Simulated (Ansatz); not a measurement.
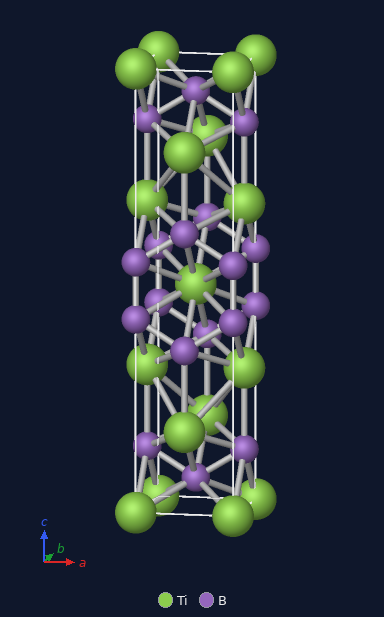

Ball-and-stick representation of a periodic structure, projected slightly off an axis. Lines trace the edges of the conventional unit cell. Cell: a = 3.03 Å, b = 3.26 Å, c = 13.72 Å, α = 90.00°, β = 90.00°, γ = 90.00°.

Its origin is a structure listed in the Materials Project. Earlier steps of the study may have refined or changed the cell and positions. It was the input of a calculation with Ansatz.

**State composition, symmetry and coordination.**

Formula: Ti₃B₄. The structure has Immm (No. 71) symmetry and a body-centred orthorhombic lattice. Content of the cell: 6 Ti, 8 B (Z = 2). The numbers of neighbours within bonding distance are Ti 11 to 12 (mean 11.3) and B 9. Not all metal-metal contacts are counted.

The calculation used Ansatz, DFT r2SCAN, scalar-relativistic, plane waves, PAW, with an energy cutoff of 500 eV, k-points about 0.18 Å⁻¹ apart, Gaussian smearing of 0.1 eV, no spin polarisation.

**What is the electronic character?**

A metal: bands cross the Fermi level.

**How are the electrons shared out in a Bader analysis?**

Ti +1.31 to +1.55 e; B -1.24 to -0.85 e.

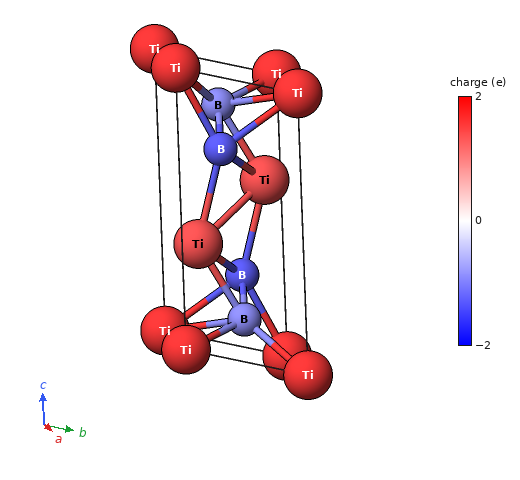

The atoms coloured by those charges. The run's cell of 7 atoms is drawn in a reduced setting, so axes and origin can differ from the first picture.

**Is this the optimised geometry for these settings?**

Yes. All forces vanish to within 0.01 eV/Å. The pressure is 0.0 GPa, close to zero.
